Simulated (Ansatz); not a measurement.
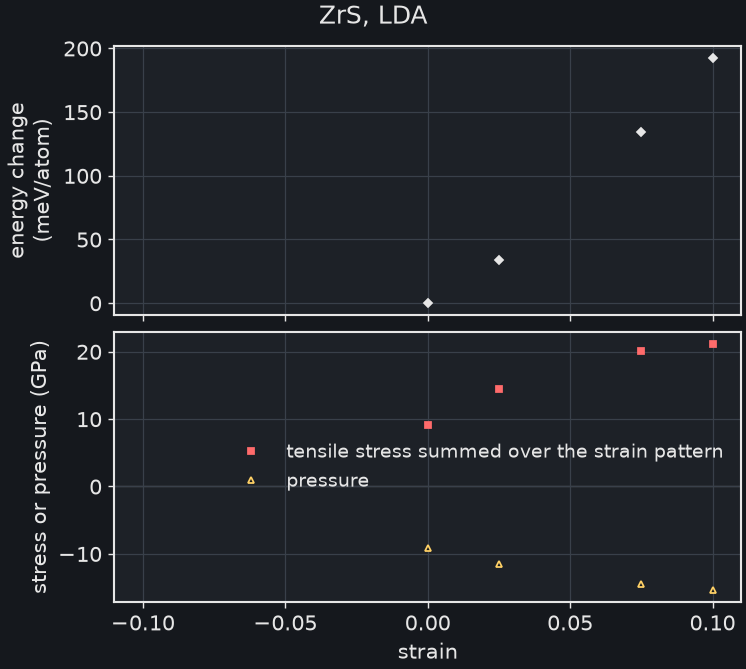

Plotted: energy change, tensile stress summed over the strain pattern and pressure against strain for ZrS, space group Fm-3m (No. 225).

Starting cell:
```xyz
2
Lattice="0.0000 2.6250 2.6250 2.6250 0.0000 2.6250 2.6250 2.6250 0.0000" Properties=species:S:1:pos:R:3 pbc="T T T"
Zr    0.0000    0.0000    0.0000
S     2.6250    2.6250    2.6250
```

Calculation (Ansatz 0.2.0): homogeneous strain of a crystal along one Voigt pattern with engineering shear, fractional coordinates fixed, by plane-wave density functional theory with PAW datasets, free energies less that of the undisturbed cell, pressure positive in compression; scalar-relativistic. Level: LDA, no spin polarisation.

wave cutoff 420 eV; k mesh 16×16×16; occupations Gaussian; smearing width 0.15 eV; k shift (0, 0, 0) (mesh steps); start as given; strain pattern (0, 1, 0, 0, 0, 0) (xx yy zz yz xz xy with engineering shear).

The points at strain −0.100 and −0.050 are left out of the plot. What values does the calculation give there?

| strain | energy change (meV/atom) | tensile stress summed over the strain pattern (GPa) | pressure (GPa) |
| --- | --- | --- | --- |
| −0.100 | 145 | −45.6 | 12.0 |
| −0.050 | −2 | −10.3 | −1.3 |

Note: reference crystal is not relaxed.
